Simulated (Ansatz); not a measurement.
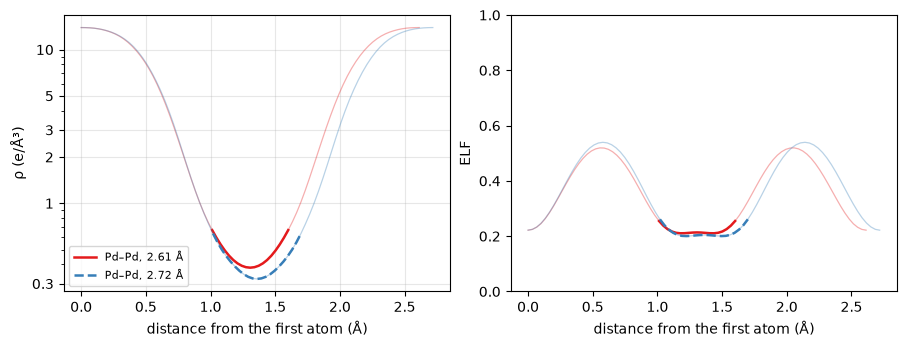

The picture shows: Pd. Valence pseudo-density and ELF along straight lines between neighbouring atoms. Thin, pale parts lie inside the atomic spheres.

Space group I4/mmm; changed on purpose from its base cell (strain -0.050 along x and y, +0.025 along z, atoms carried along); computed pressure about 28 GPa in this cell.

The calculation used DFT PBE, scalar-relativistic, plane waves, PAW in Ansatz.

The density is the valence pseudo-density of a PAW calculation; it isn't the true density close to the nuclei.

```
CELL_PARAMETERS angstrom
1.84766 -1.84766 0.00000
1.84766 1.84766 0.00000
0.00000 0.00000 3.98705
ATOMIC_POSITIONS crystal
Pd 0.00000 0.00000 0.00000
Pd 0.50000 0.50000 0.50000
```

What can be read from the curves?

Pd–Pd (2.61 Å): the density is about 0.38 e/Å³ at the midpoint; the ELF is about 0.20 at the midpoint; no shared electron pair shows on this line.
Pd–Pd (2.72 Å): the density is about 0.32 e/Å³ at the midpoint; the ELF is about 0.20 at the midpoint: no shared electron pair shows on this line.
